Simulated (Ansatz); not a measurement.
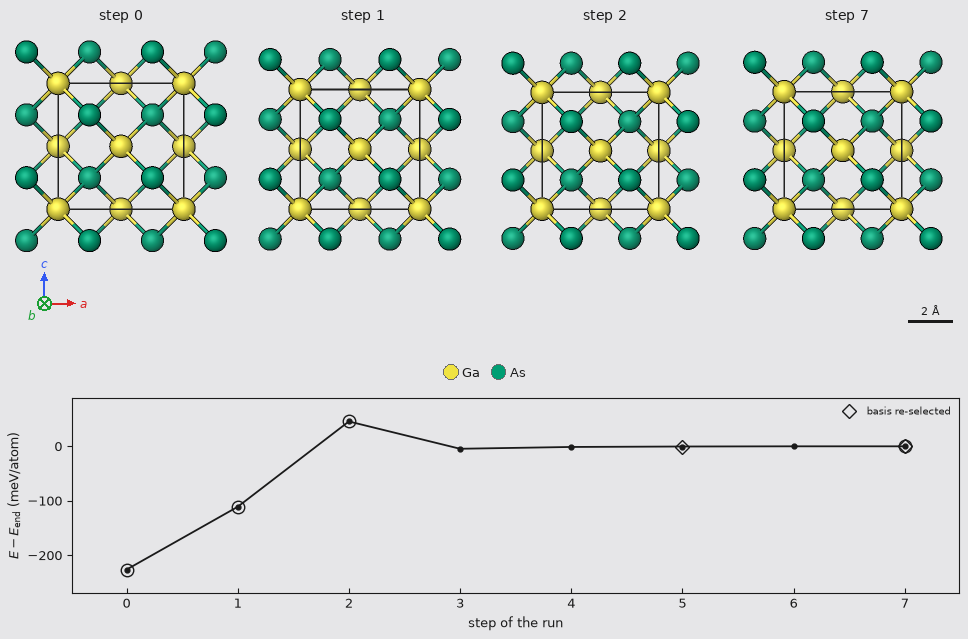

Frames of a relaxation of solid GaAs (set up in F-43m), marked on the history of the run. Style: ball-and-stick. Shown: the conventional cell (4 times the calculation's cell), along the b axis. Lengths and directions refer to the drawn axes.

Case: relaxed at 20 GPa.

The calculation used Ansatz 0.2.0, DFT PBE, scalar-relativistic, plane waves, PAW. Settings: plane-wave cutoff 420 eV; k-point mesh 12 × 12 × 12; occupations gaussian; smearing width 0.02 eV; target pressure 20 GPa; no spin polarisation; cell and atoms relaxed; force threshold 0.001 eV/Å; at most 60 steps.

**What happens along the run?**

No atom moves by more than 0.005 Å relative to the cell. The drawn cell changes as follows: a = b = c 5.745 → 5.367 Å (−6.6 %); the volume changes by −18.5 %. Among the contacts that change: As–Ga 2.488 → 2.324 Å. The space group stays F-43m (No. 216). Over 5 accepted moves (7 points after the start) the energy rises by 226 meV per atom. With the target pressure of 20 GPa, the enthalpy E + pV changes by −321 meV per atom. All forces vanish by symmetry, so only the cell relaxes. The pressure goes from 0.00 to 20.00 GPa. At 2 points the geometry stayed and the basis and grid were re-selected for the new cell (energy shift of 0.8 meV per atom at most each time). From step 0 to 1: volume −13.9 %, energy +115 meV per atom. From step 1 to 2: volume −7.0 %, energy +157 meV per atom. From step 2 to 7: volume +1.8 %, energy −45.6 meV per atom.
